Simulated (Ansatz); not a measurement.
```
CELL_PARAMETERS angstrom
2.00008 2.00008 0.00000
-2.00008 2.00008 0.00000
0.00000 0.00000 4.52192
ATOMIC_POSITIONS crystal
Si 0.00000 0.00000 0.00000
Si 0.50000 0.50000 0.50000
C 0.00000 0.50000 0.25000
C 0.50000 0.00000 0.75000
```

Space group I-4m2; changed on purpose from its base cell (strain -0.080 along x and y, +0.040 along z, atoms carried along); computed pressure about 41 GPa in this cell.

Method: DFT PBE, scalar-relativistic, plane waves, PAW (Ansatz).

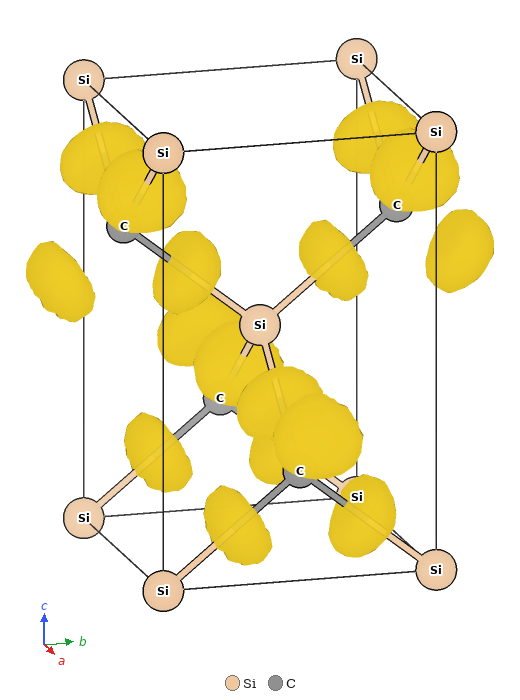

SiC. Isosurface of the electron localisation function at 0.85 (yellow), seen slightly off an axis. Core shells and regions of very low density are left out. Sticks mark near contacts.

In a PAW calculation such maps are meaningful between the atoms, not at the nuclei.

### Where are the electrons localised?

At this value the surface marks out eight regions between bonded C–Si atoms (shared pairs), counted in one cell of 4 atoms. Any copies at cell faces, edges or corners count once. Along the contacts the grid gives the following. Si–C (1.81 Å): the ELF peaks at about 0.95 between the atoms: a shared electron pair.
